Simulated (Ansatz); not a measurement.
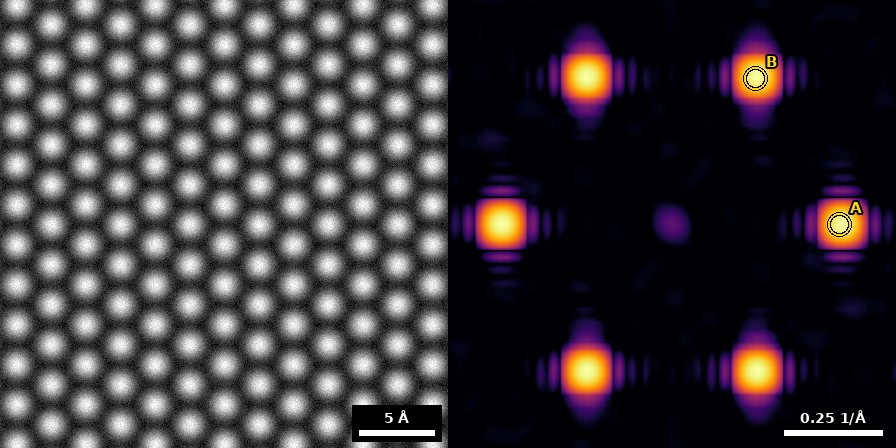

Dark-field STEM-like image of a crystal. Simulation: incoherent imaging, intensity Z^1.7 per atom, probe width 1.30 Å, thin sample. The probe carries 15 % of its weight in a tail 2.5 times as wide. The display is stretched by a gamma of 0.65; percentages refer to the linear signal. Shot noise was added.

The right panel is the modulus of the image's Fourier transform on a logarithmic scale.

**Which lattice spacings do the marked spots stand for, and what angle do A and B enclose?**

A: 2.3 Å, B: 2.3 Å; A and B enclose about 60°.

The crystal is Ta (Im-3m, No. 229) along [111]; the spots are (0 1 -1) and (-1 1 0). Structure: the input geometry of a calculation.
